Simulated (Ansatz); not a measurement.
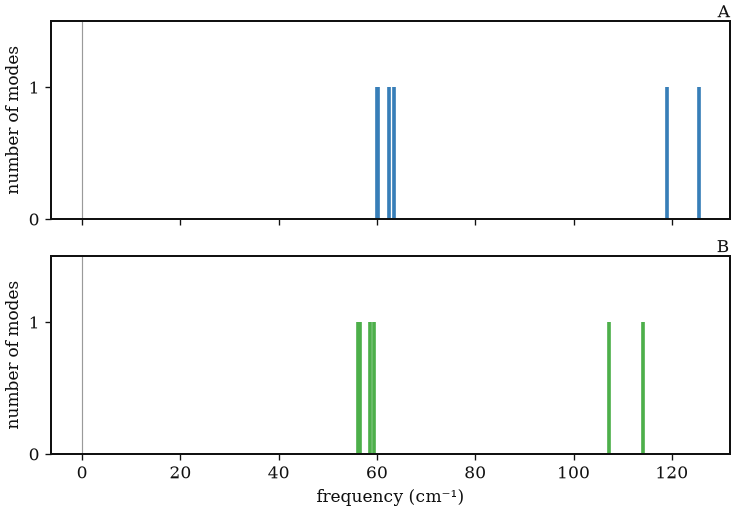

The figure compares two calculations of the zone-centre optical phonon frequencies (the three acoustic modes are left out). The first is for Zn, space group C2/m (No. 12).

Cell as given: a = 2.619 Å, b = 2.619 Å, c = 7.594 Å, α = 100.06°, β = 100.06°, γ = 59.96°; 3 atoms.

Calculation (Ansatz 0.2.0): harmonic phonon frequencies at the zone centre with atoms at rest in the given cell, without the long-range term of polar modes, the three translations left out, imaginary frequencies are negative; plane waves with PAW datasets, Γ-centred k mesh. Level: PBE, no spin polarisation.

- wave cutoff: 420 eV
- k mesh: 18×18×6
- occupations: Fermi–Dirac
- smearing width: 0.15 eV
- pressure: 3 GPa
- phonon method: linear response

In the second, the cell is expanded by 2.5 % in volume, to 15.08 Å³/atom, with its shape relaxed.

**Which of A and B is the second calculation, and what did the change do?**

B. The highest mode falls from 125.5 to 114.1 cm⁻¹ (−9.1 %) and the lowest optical mode falls from 60.0 to 56.2 cm⁻¹ (−6.3 %). The shift of the highest mode amounts to a Grüneisen parameter of 3.87.

For both, limits of the calculation: metal sensitive to the k mesh.
